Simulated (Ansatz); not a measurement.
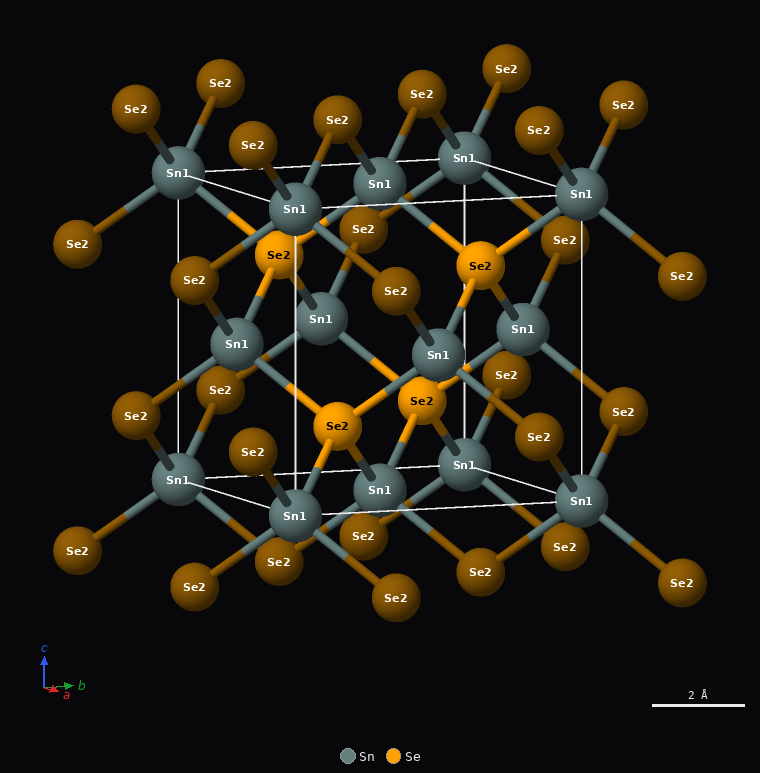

Figure 1. The structure as given in the input (ball-and-stick view of the cell 4 times as large as that of the calculation, set on its symmetry axes, seen slightly off an axis; neighbours outside the cell are drawn fainter; atoms are numbered from 1 in the order of the input). Near neighbours in the crystal (not all of them lie inside the picture): Sn has 4 Se at 2.91 Å; Se has 4 Sn at 2.91 Å.

**What a change does: band-structure calculation on SnSe**

System: SnSe (F-43m, 2 atoms in the cell).
Method of run 1: DFT, PBE, plane waves, PAW, no spin polarisation (Ansatz 0.2.0).

The structure was built on a prototype by a generator. The geometry comes from this level: r2SCAN. Text and figures count atoms from 1; the logs count them from 0 in places.

Input file, run 1:
```yaml
crystal:
  lattice:
    - [0.0, 3.3639842884, 3.3639842884]
    - [3.3639842884, 0.0, 3.3639842884]
    - [3.3639842884, 3.3639842884, 0.0]
  atoms:
    - { symbol: Sn, position: [0.0, 0.0, 0.0] }
    - { symbol: Se, position: [0.25, 0.25, 0.25] }
kpoints:
  mp_grid: { grid: [6, 6, 6] }
  band_path:
    path:
      - [0.0, 0.0, 0.0]
      - [-0.5, -0.5, 0.0]
      - [-0.375, -0.375, 0.25]
      - [-0.375, 0.0, 0.375]
      - [0.0, 0.0, 0.5]
      - [-0.5, -0.25, 0.25]
    npoints: 1
hamiltonian:
  xc: pbe
scf:
  occupations: { method: fermi_dirac, width: 0.02 }
  n_extra_bands: 4
output:
  forces: true
  stress: true
  eigenvalues: true
```

Launched with:
```bash
ansatz run input.yaml --threads 2 --pin off --max-ram 2764MiB --backend cpu --events-out ev --progress --plain --runs-dir out
```

Hardware: 2 threads of Arm Neoverse V2, 24 GiB of memory available, shared host.

Output, shortened to warnings, some set-up lines, iterations and results (run 1):
```
Basis set: ecut = 420 eV, 1459 PW (Γ), exchange–correlation on 64×64×64 points (8 copies of the dense FFT grid, shifted against one another)
Symmetry: 24 space group operations
k-points: 16 of 216 (time reversal used)
Initial density: superposition of atomic densities (neutral atoms: chi_scale 0, normalization atom), corrected by the library's trained network
[...]
SCF iter   1: F=—  HF=-11493.695009 eV  |F-HF|=—  |Δ(HF+E_count)|=         —  Δρ=2.65e-3  dr2=1.31e-2  ethr=1.77e-3  ⟨swp⟩=6.4  Hψ=1556  notcnv=0
SCF iter   2: F=—  HF=-11493.692446 eV  |F-HF|=—  |Δ(HF+E_count)|=   2.56e-3  Δρ=1.36e-3  dr2=2.31e-3  ethr=4.37e-5  ⟨swp⟩=3.1  Hψ=617  notcnv=0
SCF iter   3: F=—  HF=-11493.692017 eV  |F-HF|=—  |Δ(HF+E_count)|=   4.29e-4  Δρ=4.48e-4  dr2=2.52e-4  ethr=7.69e-6  ⟨swp⟩=2.0  Hψ=445  notcnv=0
SCF iter   4: F=—  HF=-11493.692295 eV  |F-HF|=—  |Δ(HF+E_count)|=   2.77e-4  Δρ=1.53e-4  dr2=2.01e-5  ethr=8.40e-7  ⟨swp⟩=2.9  Hψ=523  notcnv=0
SCF iter   5: F=—  HF=-11493.692306 eV  |F-HF|=—  |Δ(HF+E_count)|=   1.12e-5  Δρ=4.32e-5  dr2=1.16e-6  ethr=6.71e-8  ⟨swp⟩=2.0  Hψ=465  notcnv=0
SCF iter   6: F=-11493.692307 eV  HF=-11493.692307 eV  |F-HF|=1.12e-7  |Δ(HF+E_count)|=   1.58e-6  Δρ=6.08e-6  dr2=3.63e-8  ethr=3.33e-10  ⟨swp⟩=3.9  Hψ=1330  notcnv=0
SCF 1 converged in 6 iterations: F = -11493.692307 eV  dr2 = 3.63e-8
NSCF: frozen V_eff on 6 k-points
SCF converged after 6 iterations
Free energy (F): -11493.692307 eV
Harris-Foulkes:  -11493.692307 eV  (|F-HF|=1.12e-7)
Internal energy: -11493.692064 eV  (E = F + TS)
E sigma→0 (E₀):  -11493.692186 eV
Entropy (-TS):   -0.000243 eV (-0.122 meV/atom)
Fermi energy:    5.461314 eV
--- Per-component energies (eV) ---
  E_band       = -582.845646
  E_kinetic    = 302.477037
  E_local      = -4136.575194  (includes V_loc(G=0)·N_el)
  E_nonlocal   = -628.834686
  E_hartree    = 2101.526379
  E_xc         = -487.011115
  E_vxc        = -193.828229  (∫ρ·V_xc dr)
  E_paw        = -6043.111226  (= ΣΔE_a)
  E_vpaw       = -129.134473  (= ΣTr[D̂ρ^β])
  E_aug_tail   = -0.000576  (compensation charges beyond the density's cutoff)
  E_ewald      = -2602.162684
  E_smearing   = -0.000243  (= −TS)
  E_closure    = -0.000000  (closes the sum)
  Σ components = -11493.692307   (vs F -11493.692307, Δ=0.00e0)
--- Forces (eV/Å), atoms counted from 1 ---
  atom   1  Sn    -0.00000000     0.00000000    -0.00000000
  atom   2  Se     0.00000000    -0.00000000    -0.00000000
  max |Σ_I F_I| component: 2.41e-16 eV/Å
--- Stress (GPa, compression-positive) ---
        0.752254      -0.000000      -0.000000
        0.000000       0.752254       0.000000
       -0.000000       0.000000       0.752254
  P = ⅓ Tr σ = 0.7523 GPa (7.523 kbar)
```

For run 2 the input was changed thus:
```diff
-  mp_grid: { grid: [6, 6, 6] }
+  mp_grid: { grid: [4, 4, 4] }
+basis:
+  ecutwfc: 260
```

What does this change do to the results?

The free energy of run 2 is 274.6 meV per atom higher, the joint effect of these numerical settings, which can't be told apart here. The pressure goes from 0.75 to 0.29 GPa. The SCF takes 7 iterations against 6. The irreducible k-points go from 16 to 8. The plane waves at Γ go from 1459 to 725.

Output, shortened to warnings, some set-up lines, iterations and results (run 2):
```
Warning: basis.ecutwfc = 260 eV is below the records' recommended 420 eV, and the density's cutoff is lower with it unless basis.ecutrho_ratio is high enough to keep the records' density cutoff: compare with a run at a higher cutoff
Basis set: ecut = 260 eV, 725 PW (Γ), exchange–correlation on 54×54×54 points (8 copies of the dense FFT grid, shifted against one another)
Symmetry: 24 space group operations
k-points: 8 of 64 (time reversal used)
Initial density: superposition of atomic densities (neutral atoms: chi_scale 0, normalization atom), corrected by the library's trained network
[...]
SCF iter   1: F=—  HF=-11493.172492 eV  |F-HF|=—  |Δ(HF+E_count)|=         —  Δρ=4.82e-3  dr2=1.17e-2  ethr=1.77e-3  ⟨swp⟩=5.9  Hψ=707  notcnv=0
SCF iter   2: F=—  HF=-11493.158639 eV  |F-HF|=—  |Δ(HF+E_count)|=   1.39e-2  Δρ=4.37e-3  dr2=2.31e-2  ethr=3.89e-5  ⟨swp⟩=3.0  Hψ=389  notcnv=0
SCF iter   3: F=—  HF=-11493.143118 eV  |F-HF|=—  |Δ(HF+E_count)|=   1.55e-2  Δρ=4.48e-4  dr2=1.39e-4  ethr=3.89e-5  ⟨swp⟩=2.2  Hψ=307  notcnv=0
SCF iter   4: F=—  HF=-11493.143182 eV  |F-HF|=—  |Δ(HF+E_count)|=   6.47e-5  Δρ=1.74e-4  dr2=1.58e-5  ethr=4.63e-7  ⟨swp⟩=2.0  Hψ=304  notcnv=0
SCF iter   5: F=—  HF=-11493.143197 eV  |F-HF|=—  |Δ(HF+E_count)|=   1.47e-5  Δρ=6.43e-5  dr2=5.54e-6  ethr=5.26e-8  ⟨swp⟩=2.0  Hψ=233  notcnv=0
SCF iter   6: F=—  HF=-11493.143195 eV  |F-HF|=—  |Δ(HF+E_count)|=   1.52e-6  Δρ=1.97e-5  dr2=5.28e-7  ethr=1.85e-8  ⟨swp⟩=2.1  Hψ=242  notcnv=0
SCF iter   7: F=-11493.143196 eV  HF=-11493.143196 eV  |F-HF|=5.94e-9  |Δ(HF+E_count)|=   3.72e-7  Δρ=2.88e-6  dr2=1.56e-8  ethr=3.33e-10  ⟨swp⟩=5.9  Hψ=609  notcnv=0
SCF 1 converged in 7 iterations: F = -11493.143196 eV  dr2 = 1.56e-8
NSCF: frozen V_eff on 6 k-points
SCF converged after 7 iterations
Free energy (F): -11493.143196 eV
Harris-Foulkes:  -11493.143196 eV  (|F-HF|=5.94e-9)
Internal energy: -11493.139642 eV  (E = F + TS)
E sigma→0 (E₀):  -11493.141419 eV
Entropy (-TS):   -0.003554 eV (-1.777 meV/atom)
Fermi energy:    5.506041 eV
--- Per-component energies (eV) ---
  E_band       = -591.873162
  E_kinetic    = 305.209490
  E_local      = -4137.523451  (includes V_loc(G=0)·N_el)
  E_nonlocal   = -622.890573
  E_hartree    = 2101.766768
  E_xc         = -487.410340
  E_vxc        = -194.236043  (∫ρ·V_xc dr)
  E_paw        = -6050.121372  (= ΣΔE_a)
  E_vpaw       = -145.955863  (= ΣTr[D̂ρ^β])
  E_aug_tail   = -0.007480  (compensation charges beyond the density's cutoff)
  E_ewald      = -2602.162684
  E_smearing   = -0.003554  (= −TS)
  E_closure    = 0.000000  (closes the sum)
  Σ components = -11493.143196   (vs F -11493.143196, Δ=0.00e0)
--- Forces (eV/Å), atoms counted from 1 ---
  atom   1  Sn    -0.00000000    -0.00000000    -0.00000000
  atom   2  Se     0.00000000    -0.00000000    -0.00000000
  max |Σ_I F_I| component: 4.07e-16 eV/Å
--- Stress (GPa, compression-positive) ---
        0.293456      -0.000000      -0.000000
       -0.000000       0.293456       0.000000
       -0.000000       0.000000       0.293456
  P = ⅓ Tr σ = 0.2935 GPa (2.935 kbar)
```

The two runs side by side:

```csv
quantity,run 1,run 2
outcome,converged,converged
free energy per atom (eV),−5746.8462,−5746.5716
"energy per atom, smearing taken to zero (eV)",−5746.8461,−5746.5707
gap on the mesh (eV),0.00,0.00
pressure (GPa),0.75,0.29
largest force (eV/Å),0.000,0.000
SCF iterations,6,7
irreducible k-points,16,8
plane waves at Γ,1459,725
wall time (shared host),1.7 s,0.85 s
```

For run 2: Warnings: the cutoff is below the recommended one.
